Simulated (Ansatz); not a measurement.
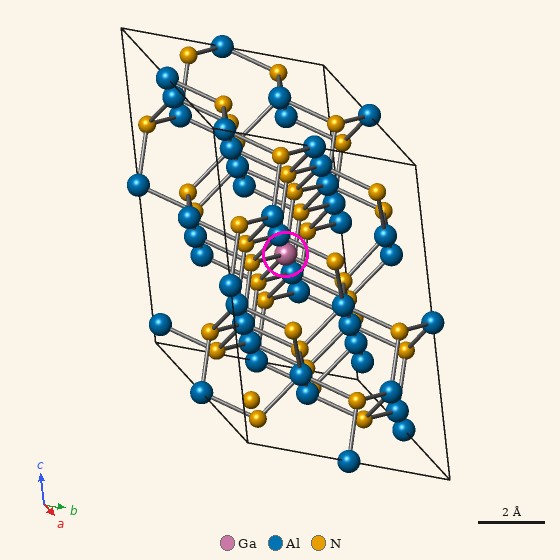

Crystal structure, ball-and-stick style, seen slightly off an axis. The frame is the supercell; atoms at its boundary are shown with their periodic copies. The host is AlN, in a cell of 64 sites, and the cell is neutral. A ring marks the defect's site.

> What kind of defect was put in?

Gallium on an aluminium site (a substitutional impurity). It is bonded to four N in a tetrahedral arrangement at about 2.0 Å.

The atoms were relaxed in the host's cell with DFT PBE, scalar-relativistic, plane waves, PAW (Ansatz).
